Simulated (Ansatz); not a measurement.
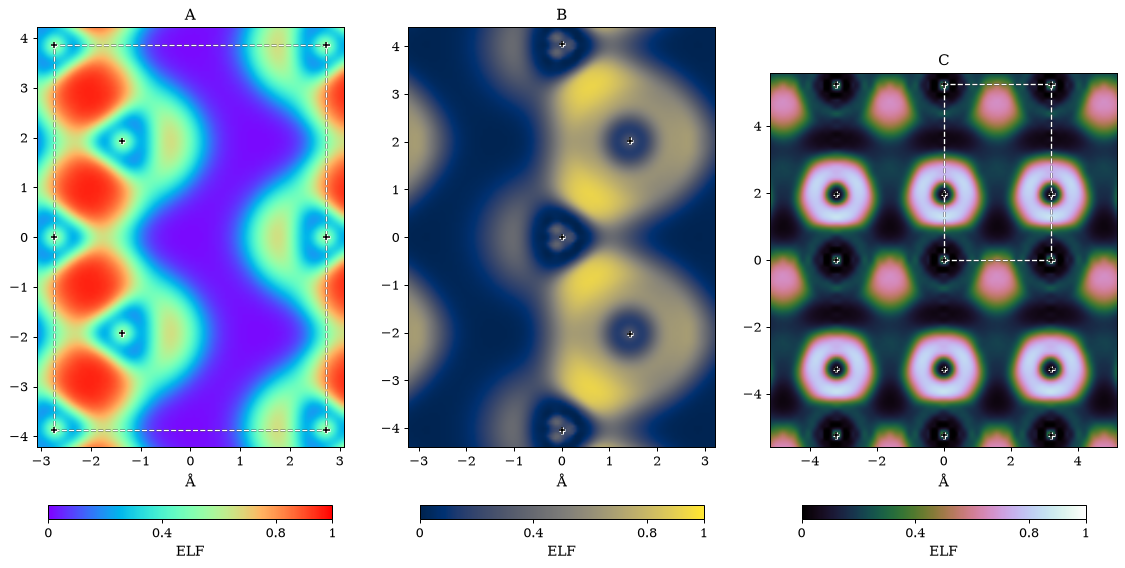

The electron localisation function of 3 systems, each on a plane through atoms (crosses mark nuclei in the plane).

These are results of DFT PBE, scalar-relativistic, plane waves, PAW (Ansatz 0.2.0), not measurements.

System 1: Si, the (101) plane of the conventional cell. Space group Fd-3m; a structure from a database of computed crystals, not necessarily the ambient phase.

System 2: AlAs, the (101) plane of the conventional cell. Space group F-43m.

System 3: GaN, the (100) plane of the conventional cell. Space group P6₃mc; a structure from a database of computed crystals, not necessarily the ambient phase.

> Match each panel to its system.

Panel A is system 1, Si: the plane holds Si. Si–Si (2.37 Å): the ELF peaks at about 0.95 between the atoms; a covalent bond. Panel B is system 2, AlAs: the plane holds Al and As. Al–As (2.48 Å): the ELF peaks at about 0.90 between the atoms; a covalent bond. Panel C is system 3, GaN: the plane holds Ga and N. Ga–N (1.98 Å): the ELF peaks at about 0.85 in the valence shell of N, 0.7 Å from its nucleus, and is about 0.45 at the midpoint.
